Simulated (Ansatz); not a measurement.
**Localised basis functions on twisted Janus MoSSe bilayer, 38.21° (42 atoms)**

Wanted: errors and times of a linear-scaling basis for twisted Janus MoSSe bilayer, 38.21° (42 atoms). A setting counts as converged where the r.m.s. difference of forces stays under 1 % of the r.m.s. force.

Program: Ansatz 0.2.0. Level of theory: Kohn-Sham DFT, PBE+D4, PAW (set soft_2, large core), plane waves. Results are calculated unless marked as measured.

## 1. The structure

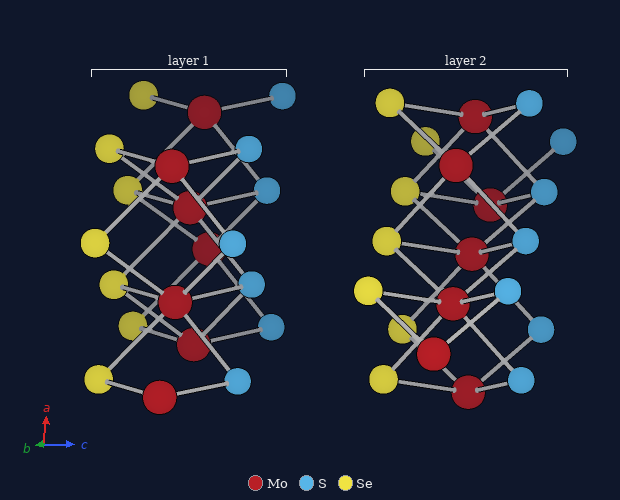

The starting structure, seen from the side, with the c axis across the page (molybdenum red, sulfur blue, selenium yellow).

The cell holds 42 atoms: 14 Mo, 14 S and 14 Se. Its edges and angles: a = 8.519 Å, b = 8.519 Å, c = 23.690 Å, α = 90.0°, β = 90.0°, γ = 120.0°. It derives from MoSeS (Janus MoSSe). Janus MoSSe (a = 3.22 Å) under Janus MoSSe (a = 3.22 Å), bilayer, commensurate cell of 7 unit cells a layer, twist 38.21 deg; facing planes 3.23 Å apart; 14 Å of vacuum; layers as built, displaced by a Gaussian of 0.01 Å. Regions: layer 1, 21 atoms (7 Mo, 7 S and 7 Se); layer 2, 21 atoms (7 Mo, 7 S and 7 Se). Vacuum lies along c.

What the set-up can't give: Beside vacuum, support functions can miss their usual error bounds without a warning.

## 2. Plane-wave single point

The first run uses the default basis; a harder plane-wave run follows as the reference for the support functions.

Contents of input.yaml:

```yaml
crystal:
  lattice:
    - [8.5193, 0.0, 0.0]
    - [-4.25965, 7.37793, 0.0]
    - [0.0, 0.0, 23.69]
  atoms:
    - { symbol: Mo, position: [0.18883, 0.23757, 0.36694] }
    - { symbol: S, position: [0.23622, 0.0458, 0.43194] }
    - { symbol: Se, position: [0.2383, 0.04949, 0.29615] }
    - { symbol: Mo, position: [0.33419, 0.66796, 0.36736] }
    - { symbol: S, position: [0.38318, 0.47858, 0.43138] }
    - { symbol: Se, position: [0.38026, 0.47647, 0.29591] }
    - { symbol: Mo, position: [0.4772, 0.09571, 0.36736] }
    - { symbol: S, position: [0.52383, 0.90711, 0.43156] }
    - { symbol: Se, position: [0.52386, 0.90512, 0.2959] }
    - { symbol: Mo, position: [0.6196, 0.52406, 0.36705] }
    - { symbol: S, position: [0.66609, 0.33308, 0.43154] }
    - { symbol: Se, position: [0.66519, 0.3355, 0.29479] }
    - { symbol: Mo, position: [0.76237, 0.95294, 0.36788] }
    - { symbol: S, position: [0.8092, 0.75932, 0.43212] }
    - { symbol: Se, position: [0.80826, 0.76239, 0.29532] }
    - { symbol: Mo, position: [0.90699, 0.38228, 0.36641] }
    - { symbol: S, position: [0.95075, 0.18819, 0.43185] }
    - { symbol: Se, position: [0.9514, 0.19146, 0.29547] }
    - { symbol: Mo, position: [0.048, 0.81103, 0.36696] }
    - { symbol: S, position: [0.09094, 0.61624, 0.43234] }
    - { symbol: Se, position: [0.09492, 0.61876, 0.29577] }
    - { symbol: Mo, position: [0.61615, 0.09421, 0.63999] }
    - { symbol: S, position: [0.66551, 0.3337, 0.70423] }
    - { symbol: Se, position: [0.66571, 0.33139, 0.56735] }
    - { symbol: Mo, position: [0.47562, 0.37955, 0.64042] }
    - { symbol: S, position: [0.52566, 0.62028, 0.70449] }
    - { symbol: Se, position: [0.52327, 0.61849, 0.56785] }
    - { symbol: Mo, position: [0.19, 0.95234, 0.64003] }
    - { symbol: S, position: [0.23837, 0.19233, 0.7048] }
    - { symbol: Se, position: [0.23723, 0.18898, 0.56841] }
    - { symbol: Mo, position: [0.33386, 0.66627, 0.64036] }
    - { symbol: S, position: [0.38222, 0.90612, 0.70565] }
    - { symbol: Se, position: [0.3812, 0.90653, 0.56836] }
    - { symbol: Mo, position: [0.04698, 0.23853, 0.64063] }
    - { symbol: S, position: [0.09293, 0.47476, 0.70378] }
    - { symbol: Se, position: [0.09392, 0.47484, 0.56837] }
    - { symbol: Mo, position: [0.76362, 0.81192, 0.63981] }
    - { symbol: S, position: [0.80985, 0.04862, 0.7043] }
    - { symbol: Se, position: [0.8086, 0.04613, 0.5687] }
    - { symbol: Mo, position: [0.90326, 0.52535, 0.64017] }
    - { symbol: S, position: [0.95352, 0.76474, 0.70452] }
    - { symbol: Se, position: [0.95267, 0.76207, 0.56727] }
kpoints:
  mp_grid: { grid: [3, 3, 1] }
hamiltonian:
  xc: pbe
  dispersion: d4
  pseudopotentials: { kind: paw, core: large }
scf:
  occupations: { method: fixed }
output:
  forces: true
  populations: true
  dos:
    method: { smearing: { sigma: 0.1 } }
    de: 0.1
    projected:
      site_lists:
        Mo: [Mo]
        S: [S]
        Se: [Se]
        layer_1: [0, 1, 2, 3, 4, 5, 6, 7, 8, 9, 10, 11, 12, 13, 14, 15, 16, 17, 18, 19, 20]
        layer_2: [21, 22, 23, 24, 25, 26, 27, 28, 29, 30, 31, 32, 33, 34, 35, 36, 37, 38, 39, 40, 41]
  eigenvalues: true
  write_density: true
  write_potential: true
  volumetric_format: npy
  elf: true
```

On the command line:

```sh
$ ansatz run input.yaml --threads 4 --pin off --max-ram 8192MiB --backend cpu --events-out ev --progress --plain --runs-dir out
```

Numbers of over 12 decimals in the logs are rounded to 6 here.

The program printed:

```text
Engine: ansatz 0.2.0, aarch64-unknown-linux-gnu
Pseudopotentials: kind: paw
Pseudopotential: Mo, paw, valence charge 14, recommended cutoff 420 eV (normal), Mo.paw.azcp
Pseudopotential: S, paw, valence charge 6, recommended cutoff 420 eV (normal), S.paw.azcp
Pseudopotential: Se, paw, valence charge 6, recommended cutoff 420 eV (normal), Se.paw.azcp#standard-large-core
Functional definition: PBE
  parameter kappa = 0.804
  parameter beta = 0.066725
  exchange = pbe_x(kappa = kappa, mu = beta*pi^2/3)
  correlation = pbe_c(beta = beta)
Crystal: 42 atoms, lattice volume = 1489.030 Å³
Basis set: ecut = 420 eV, 29173 PW (Γ), exchange–correlation on 120×120×320 points (8 copies of the dense FFT grid, shifted against one another)
Bands: 224, of which v1, the nominal top of the filled ones, is band 182 counted from 1 (181 counted from 0)
Symmetry: 1 space group operations
Space group: P1 (ITA 1), of the structure as read, at distance tolerance 1.1e-4 Å
k-points: 5 of 9 (time reversal used)
Non-local potential: Mo, projectors of the file, l = 0: 3, l = 1: 2, l = 2: 2, l = 3: 1
Non-local potential: S, projectors of the file, l = 0: 2, l = 1: 2, l = 2: 2
Non-local potential: Se, projectors of the file, l = 0: 2, l = 1: 2, l = 2: 2
PAW form: soft (Blöchl's): semilocal exchange-correlation on the pseudo side does not see the compensation charge
PAW one-centre angular grid: Mo, 590 points (default); XC on 64 Gauss nodes
PAW one-centre angular grid: S, 110 points (default); XC on 64 Gauss nodes
PAW one-centre angular grid: Se, 110 points (default); XC on 64 Gauss nodes
Initial density: superposition of atomic densities (neutral atoms: chi_scale 0, normalization atom)
Initial wavefunctions: pseudopotential atomic-orbital guess
Functional: x = pbe(κ = 0.804, μ = 0.219515), c = pbe(β = 0.066725)
SCF iter   1: F=—  HF=-118174.024216 eV  |F-HF|=—  |Δ(HF+E_count)|=         —  Δρ=5.77e-2  dr2=7.50e1  ethr=3.10e-3  ⟨swp⟩=6.2  Hψ=4507  notcnv=0  defer=187
preconditioner: auto → Resta (q_TF=auto, 2.157 Å⁻¹)  ε∞=4.4  [insulator: Δε(μ)=1.337 eV  Ē_g=8.342 eV  n_scr=226 (ndim 8)  ℏωp=15.3 eV  f_vac=0.442  ε∞_Penn≈4.4  vacuum switching on, ρ_ref=5.0e-3 e/Å³]
SCF iter   2: F=—  HF=-118161.407863 eV  |F-HF|=—  |Δ(HF+E_count)|=    1.26e1  Δρ=2.65e-2  dr2=3.40e1  ethr=3.10e-3  ⟨swp⟩=4.0  Hψ=2431  notcnv=0  defer=184
SCF iter   3: F=—  HF=-118157.481128 eV  |F-HF|=—  |Δ(HF+E_count)|=    3.93e0  Δρ=1.41e-2  dr2=2.90e0  ethr=3.10e-3  ⟨swp⟩=3.2  Hψ=1823  notcnv=0  defer=184
SCF iter   4: F=—  HF=-118156.896591 eV  |F-HF|=—  |Δ(HF+E_count)|=   5.85e-1  Δρ=4.58e-3  dr2=1.35e0  ethr=7.96e-4  ⟨swp⟩=4.6  Hψ=2108  notcnv=0  defer=190
SCF iter   5: F=—  HF=-118156.761518 eV  |F-HF|=—  |Δ(HF+E_count)|=   1.35e-1  Δρ=2.13e-3  dr2=1.56e-1  ethr=3.70e-4  ⟨swp⟩=3.0  Hψ=1481  notcnv=0  defer=190
SCF iter   6: F=—  HF=-118156.764639 eV  |F-HF|=—  |Δ(HF+E_count)|=   3.12e-3  Δρ=1.66e-3  dr2=1.22e-1  ethr=4.28e-5  ⟨swp⟩=3.0  Hψ=1523  notcnv=0  defer=200
SCF iter   7: F=—  HF=-118156.757140 eV  |F-HF|=—  |Δ(HF+E_count)|=   7.50e-3  Δρ=6.24e-4  dr2=1.16e-2  ethr=3.36e-5  ⟨swp⟩=3.0  Hψ=1461  notcnv=0  defer=200
SCF iter   8: F=—  HF=-118156.758002 eV  |F-HF|=—  |Δ(HF+E_count)|=   8.63e-4  Δρ=3.41e-4  dr2=5.77e-3  ethr=3.19e-6  ⟨swp⟩=3.0  Hψ=1735  notcnv=0  defer=200
SCF iter   9: F=—  HF=-118156.757963 eV  |F-HF|=—  |Δ(HF+E_count)|=   3.88e-5  Δρ=2.54e-4  dr2=2.77e-3  ethr=1.58e-6  ⟨swp⟩=2.4  Hψ=1377  notcnv=0  defer=197
SCF iter  10: F=—  HF=-118156.757743 eV  |F-HF|=—  |Δ(HF+E_count)|=   2.20e-4  Δρ=1.09e-4  dr2=4.91e-4  ethr=7.61e-7  ⟨swp⟩=2.4  Hψ=1452  notcnv=0  defer=197
SCF iter  11: F=—  HF=-118156.757681 eV  |F-HF|=—  |Δ(HF+E_count)|=   6.24e-5  Δρ=6.02e-5  dr2=1.33e-4  ethr=1.35e-7  ⟨swp⟩=3.0  Hψ=1708  notcnv=0  defer=197
SCF iter  12: F=—  HF=-118156.757666 eV  |F-HF|=—  |Δ(HF+E_count)|=   1.49e-5  Δρ=2.78e-5  dr2=2.64e-5  ethr=3.66e-8  ⟨swp⟩=2.2  Hψ=1235  notcnv=0  defer=197
SCF iter  13: F=—  HF=-118156.756176 eV  |F-HF|=—  |Δ(HF+E_count)|=   1.49e-3  Δρ=9.35e-6  dr2=3.83e-6  ethr=7.24e-9  ⟨swp⟩=2.0  Hψ=1616  notcnv=0  defer=195
SCF iter  14: F=—  HF=-118156.756176 eV  |F-HF|=—  |Δ(HF+E_count)|=   8.93e-8  Δρ=6.80e-6  dr2=1.92e-6  ethr=1.05e-9  ⟨swp⟩=3.0  Hψ=1703  notcnv=0  defer=192
SCF iter  15: F=—  HF=-118156.756176 eV  |F-HF|=—  |Δ(HF+E_count)|=   4.99e-8  Δρ=4.04e-6  dr2=6.66e-7  ethr=5.27e-10  ⟨swp⟩=2.2  Hψ=1417  notcnv=0  defer=192
SCF iter  16: F=-118156.756176 eV  HF=-118156.756176 eV  |F-HF|=3.43e-8  |Δ(HF+E_count)|=   2.04e-8  Δρ=1.30e-6  dr2=5.49e-8  ethr=2.75e-11  ⟨swp⟩=23.6  Hψ=12865  notcnv=0
SCF 1 converged in 16 iterations: F = -118156.756176 eV  dr2 = 5.49e-8
  greatest PAW one-centre occupation: 0.998 electrons in one spin orbital (limit 2), on the Mo atom at site 33 (counted from 0), in its partial waves of l = 0
WARN: The output density's exchange-correlation potential varies sharply where the density is thin. Do not read a vacuum level from v_tot or v_xc, or from such a field of the output density. On a cell that repeats whose density bears no net charge and no dipole along the vacuum's axis use v_es (v_loc + v_h of the components); [...]
SCF converged after 16 iterations
Free energy (F): -118156.756176 eV
Harris-Foulkes:  -118156.756176 eV  (|F-HF|=3.43e-8)
Internal energy: -118156.756176 eV  (E = F + TS)
E sigma→0 (E₀):  -118156.756176 eV
Fermi energy:    3.249347 eV
--- Per-component energies (eV) ---
  E_band       = -4852.876549
  E_kinetic    = 9110.523670
  E_local      = -212730.860770  (includes V_loc(G=0)·N_el)
  E_nonlocal   = 3148.644247
  E_hartree    = 101707.525642
  E_xc         = -6607.879602
  E_vxc        = -5592.137948  (∫ρ·V_xc dr)
  E_paw        = -84086.136553  (= ΣΔE_a)
  E_vpaw       = -2204.044294  (= ΣTr[D̂ρ^β])
  E_aug_tail   = 0.000689  (compensation charges beyond the density's cutoff)
  E_ewald      = 71318.051118
  E_disp       = -16.624616  (pairwise vdW)
  E_smearing   = -0.000000  (= −TS)
  E_closure    = 0.000000  (closes the sum)
  Σ components = -118156.756176   (vs F -118156.756176, Δ=0.00e0)
--- Forces (eV/Å), atoms counted from 1 ---
  atom   1  Mo     0.14916025     0.15769711     0.51022885
  atom   2  S      0.07850794     0.14550069    -0.05092476
  atom   3  Se     0.09379416    -0.07631103    -0.39504541
  atom   4  Mo    -0.27374445    -0.06862995     0.32377025
  atom   5  S     -0.14702193    -0.28374845     0.06131208
  atom   6  Se     0.00822020     0.02658267    -0.26013083
  atom   7  Mo    -0.29697916     0.13822377     0.00627209
  atom   8  S      0.16275674    -0.14791397     0.21543287
  atom   9  Se     0.06387365     0.03958587    -0.22317170
  atom  10  Mo    -0.07513405     0.04229597     0.16682577
  atom  11  S      0.16991481     0.08587482    -0.31925558
  atom  12  Se     0.25440110    -0.15232890    -0.01366311
  atom  13  Mo    -0.06576273    -0.13977384    -0.19099987
  atom  14  S     -0.11064181     0.21216689    -0.08675799
[...]
atom  41  S     -0.03377820    -0.11852123     0.10254218
  atom  42  Se     0.01881600     0.06459017     0.14032021
  max |Σ_I F_I| component: 5.53e-5 eV/Å
--- Band table (eV; the first three rows and the last of 5) ---
  k-point 0: bands = ["-58.2057", "-58.1825", "-58.1806", "-58.1792", [... 208 levels ...], "5.7754", "5.7814", "5.8333", "5.8493", "5.9973", "6.0272", "6.1947", "6.2210", "6.2406", "6.2559", "6.2753", "6.2981"]
[...]
--- Löwdin populations: 42 sites ---
  site symbol       q [e]
     0     Mo     13.6896
     1      S      6.0774
     2     Se      6.0403
[...]
41     Se      6.0510
  spilling = 0.007521 (of n_electrons = 364.000000)
```

The job ended after 2.3 min (4 threads of Arm Neoverse V2, shared host; peak memory 5.7 GiB; 9 min of CPU time).

The program notes that potentials were chosen by core size and the exchange-correlation potential is rough where the density is thin.

Read from the output:

* free energy: -118156.7562 eV
* free energy per atom: -2813.2561 eV/atom
* SCF cycles: 16
* r.m.s. force component: 0.2058 eV/Å
* longest force: 0.8705 eV/Å
* Fermi energy: 3.249 eV
* gap (highest filled to lowest empty level): 0.9815 eV
* spilling of the projection: 0.007521

The r.m.s. force component of 0.21 eV/Å sets the scale for the differences below.

## 3. Plane waves at 750 eV (750 eV)

A harder cutoff gives the support functions a reference with less basis error.

input.yaml, the sections that differ from step 2:

```yaml
output:
  forces: true
  eigenvalues: true
basis:
  ecutwfc: "750 eV"
# crystal, kpoints, hamiltonian, scf: as in step 2
```

The program printed:

```text
[...]
Crystal: 42 atoms, lattice volume = 1489.030 Å³
Basis set: ecut = 750 eV, 69243 PW (Γ), exchange–correlation on 160×160×432 points (8 copies of the dense FFT grid, shifted against one another)
Bands: 224, of which v1, the nominal top of the filled ones, is band 182 counted from 1 (181 counted from 0)
Symmetry: 1 space group operations
[...]
k-points: 5 of 9 (time reversal used)
[...]
SCF iter   1: F=—  HF=-118174.043062 eV  |F-HF|=—  |Δ(HF+E_count)|=         —  Δρ=5.77e-2  dr2=7.50e1  ethr=3.10e-3  ⟨swp⟩=5.8  Hψ=4381  notcnv=0  defer=187
[...]
SCF iter   3: F=—  HF=-118157.505801 eV  |F-HF|=—  |Δ(HF+E_count)|=    3.93e0  Δρ=1.40e-2  dr2=2.88e0  ethr=3.10e-3  ⟨swp⟩=4.2  Hψ=1864  notcnv=0  defer=125
automatic band count: iteration 3 solves 211 bands in place of 224: the levels show a gap, and the empty bands left out lie too high to hold charge; the band table lists the bands solved (type scf.n_extra_bands for more)
SCF iter   4: F=—  HF=-118156.929002 eV  |F-HF|=—  |Δ(HF+E_count)|=   5.77e-1  Δρ=4.53e-3  dr2=1.33e0  ethr=7.92e-4  ⟨swp⟩=4.0  Hψ=1762  notcnv=0  defer=128
SCF iter   5: F=—  HF=-118156.795023 eV  |F-HF|=—  |Δ(HF+E_count)|=   1.34e-1  Δρ=2.17e-3  dr2=1.64e-1  ethr=3.65e-4  ⟨swp⟩=4.2  Hψ=1592  notcnv=0  defer=128
[...]
SCF iter  15: F=—  HF=-118156.787801 eV  |F-HF|=—  |Δ(HF+E_count)|=   4.65e-8  Δρ=3.78e-6  dr2=6.00e-7  ethr=2.28e-10  ⟨swp⟩=3.0  Hψ=1644  notcnv=0  defer=132
SCF iter  16: F=-118156.787801 eV  HF=-118156.787801 eV  |F-HF|=1.95e-8  |Δ(HF+E_count)|=   3.42e-8  Δρ=1.08e-6  dr2=3.42e-8  ethr=2.75e-11  ⟨swp⟩=17.0  Hψ=7010  notcnv=0
SCF 1 converged in 16 iterations: F = -118156.787801 eV  dr2 = 3.42e-8
[...]
SCF converged after 16 iterations
Free energy (F): -118156.787801 eV
[...]
Internal energy: -118156.787801 eV  (E = F + TS)
E sigma→0 (E₀):  -118156.787801 eV
Fermi energy:    3.249340 eV
[...]
Σ components = -118156.787801   (vs F -118156.787801, Δ=0.00e0)
--- Forces (eV/Å), atoms counted from 1 ---
  atom   1  Mo     0.14912567     0.15767126     0.50976178
  atom   2  S      0.07850424     0.14555087    -0.05173317
  atom   3  Se     0.09378562    -0.07629946    -0.39376981
  atom   4  Mo    -0.27373691    -0.06861869     0.32331193
[...]
atom  42  Se     0.01878257     0.06457438     0.14155680
  max |Σ_I F_I| component: 4.37e-5 eV/Å
--- Band table (eV; the first three rows and the last of 5) ---
[...]
```

It took 3.3 min on 4 threads; peak memory 5.7 GiB; 13 min of CPU time.

The program notes that it cut back its work space to fit the memory limit.

Forces differ from the reference by 0.53 meV/Å r.m.s., 0.26 % of their size, well within a tolerance of 1 %; the energy by -0.75 meV/atom.

## 4. Support functions medium

With localised support functions most steps grow linearly with size, though the diagonalisation grows faster unless the density matrix is cut; this run measures error and cost at this size. Besides, the program derives a nominal cutoff of 420 eV for this run, against the reference's 750.

This step: Kohn-Sham DFT, PBE+D4, PAW (set soft_2, large core), localised support functions (medium) (Ansatz 0.2.0).

input.yaml, the sections that differ from step 3:

```yaml
scf:
  occupations: { method: fixed }
  eigensolver: { kind: { support_functions: { accuracy: medium } } }
  mixing: { beta: 0.2 }
  max_iter: 150
# crystal, kpoints, hamiltonian, output: as in step 3
# basis: removed
```

The program printed:

```text
Warning: scf.eigensolver.kind.support_functions: disabling space-group detection — the functions' gradient is summed over unrotated k-points, so no spatial operation reduces the k-mesh or symmetrises the density; time reversal is kept, so that k and −k are solved as one point where they differ and the mesh holds both, and exact exchange and, on two spinor components, a DFT+U term hold to it where the run has them: [...]
settings of this run that can trade accuracy for cost: scf.eigensolver.kind.support_functions [...]
[...]
Crystal: 42 atoms, lattice volume = 1489.030 Å³
Basis set: ecut = 420 eV, 29173 PW (Γ), exchange–correlation on 120×120×320 points (8 copies of the dense FFT grid, shifted against one another)
Bands: 219, of which v1, the nominal top of the filled ones, is band 182 counted from 1 (181 counted from 0)
Symmetry: 1 space group operations
k-points: 5 of 9 (time reversal used)
[...]
SCF iter   1: F=—  HF=-118147.193642 eV  |F-HF|=—  |Δ(HF+E_count)|=         —  Δρ=5.49e-2  dr2=7.75e1  ethr=1.00e-1
[...]
SCF iter  18: F=—  HF=-118156.756572 eV  |F-HF|=—  |Δ(HF+E_count)|=   1.07e-3  Δρ=7.39e-6  dr2=1.25e-6  ethr=9.17e-10  κ⁻¹=6.4e-6(r=7)
SCF iter  19: F=-118156.756573 eV  HF=-118156.756573 eV  |F-HF|=5.65e-8  |Δ(HF+E_count)|=   5.74e-7  Δρ=4.83e-6  dr2=5.40e-7  ethr=3.43e-10
SCF 1 converged in 19 iterations: F = -118156.785233 eV  dr2 = 5.40e-7
[...]
SCF converged after 19 iterations
Stability not checked: this state was not tested for a lower state beside it, because the mixer in use, unlike msr1, does not test its closes by its own steps (another_mixer; see scf.mixing.algorithm and scf.lower_state_search)
Free energy (F): -118156.785233 eV
[...]
Internal energy: -118156.785233 eV  (E = F + TS)
E sigma→0 (E₀):  -118156.785233 eV
Fermi energy:    3.249990 eV
[...]
Σ components = -118156.785233   (vs F -118156.785233, Δ=0.00e0)
--- Forces (eV/Å), atoms counted from 1 ---
  atom   1  Mo     0.14849716     0.15782067     0.50864243
  atom   2  S      0.07865325     0.14534569    -0.05147352
  atom   3  Se     0.09379262    -0.07614103    -0.39410502
  atom   4  Mo    -0.27304560    -0.06878265     0.32213840
[...]
atom  42  Se     0.01870040     0.06474771     0.14472875
  max |Σ_I F_I| component: 2.67e-2 eV/Å
--- Band table (eV; the first three rows and the last of 5) ---
[...]
```

Run time: 3 min. Hardware: 4 threads; peak memory 3.3 GiB.

The program notes that the band table was not solved further than the SCF left it and it switched symmetry off.

Keys that differ from the reference: basis.ecutwfc removed, support_functions.accuracy = "medium", scf.max_iter = 150 and scf.mixing.beta = 0.2.

Forces differ from the reference by 0.94 meV/Å r.m.s., 0.46 % of their size, within a tolerance of 1 %; the energy by +0.061 meV/atom. It took 0.93 times the reference's time (shared host, so rough).

[end of part 1 of 4]

[Logs are printed without paths, hosts, clocks, repeated set-up lines and the standing remarks that a program may print on its own settings, such as how far it seeks lower states.]

[Hosts, paths, dates, database ids (printed as entryN), source tags and the programs' standing remarks are cut or masked in the printed files.]
